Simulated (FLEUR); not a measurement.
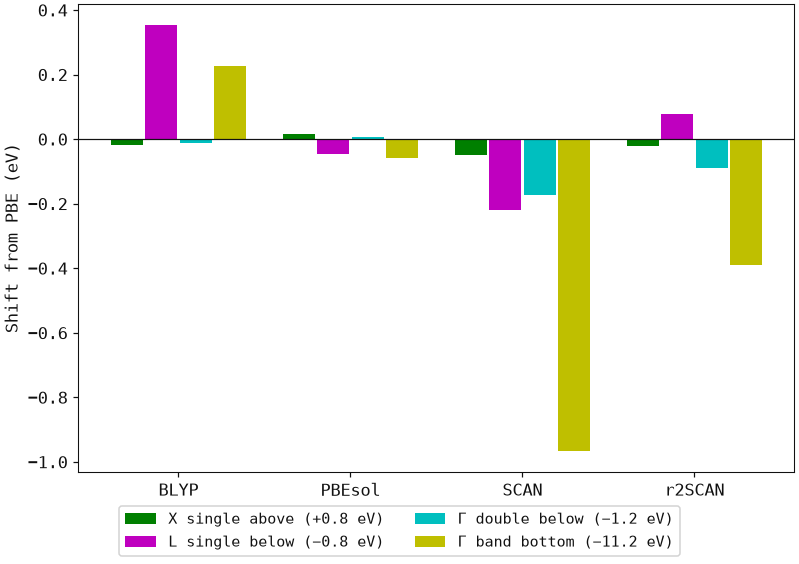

Levels near the Fermi level of fcc Ir, space group Fm-3m, 1 atom in the primitive cell (cubic a = 3.831 Å), a metal, by five methods on one cell, as shifts from PBE. Each level is counted from the Fermi level of its run and named by k point, degeneracy (spin aside) and side; the legend gives its PBE energy; the band bottom is the lowest valence level above the core-like shells.

Q: Which method departs most from PBE, and how?

A: SCAN: it moves X single above by −0.05 eV, L single below by −0.22 eV, Γ double below by −0.17 eV and Γ band bottom by −0.97 eV. At these levels the other methods stay within 0.39 eV of PBE.

Q: How does the occupied bandwidth compare?

A: The Fermi level lies 11.01 eV (BLYP), 11.23 eV (PBE), 11.29 eV (PBEsol), 12.20 eV (SCAN) and 11.62 eV (r2SCAN) above the band bottom.

| method | X single above (eV) | L single below (eV) | Γ double below (eV) | Γ band bottom (eV) |
| --- | --- | --- | --- | --- |
| BLYP | 0.83 | −0.47 | −1.26 | −11.01 |
| PBE | 0.85 | −0.82 | −1.24 | −11.23 |
| PBEsol | 0.86 | −0.87 | −1.24 | −11.29 |
| SCAN | 0.80 | −1.04 | −1.42 | −12.20 |
| r2SCAN | 0.83 | −0.75 | −1.33 | −11.62 |

Settings. BLYP: all-electron, 12×12×12 k mesh, Fermi-Dirac smearing of 0.05 eV (FLEUR). PBE: all-electron, 12×12×12 k mesh, Fermi-Dirac smearing of 0.05 eV (FLEUR). PBEsol: all-electron, 12×12×12 k mesh, Fermi-Dirac smearing of 0.05 eV (FLEUR). SCAN: all-electron, 12×12×12 k mesh, Fermi-Dirac smearing of 0.05 eV (FLEUR MaX-R8.1 (later development tree)). r2SCAN: all-electron, 12×12×12 k mesh, Fermi-Dirac smearing of 0.05 eV (FLEUR). No run carries moments or holds spin-orbit coupling.

Spin-orbit coupling is left out, which matters for Ir. SCAN and r2SCAN: the meta-GGA is that of a development version, with a GGA for the radial functions and cores and without core tails. The Fermi levels are those of this mesh and smearing.
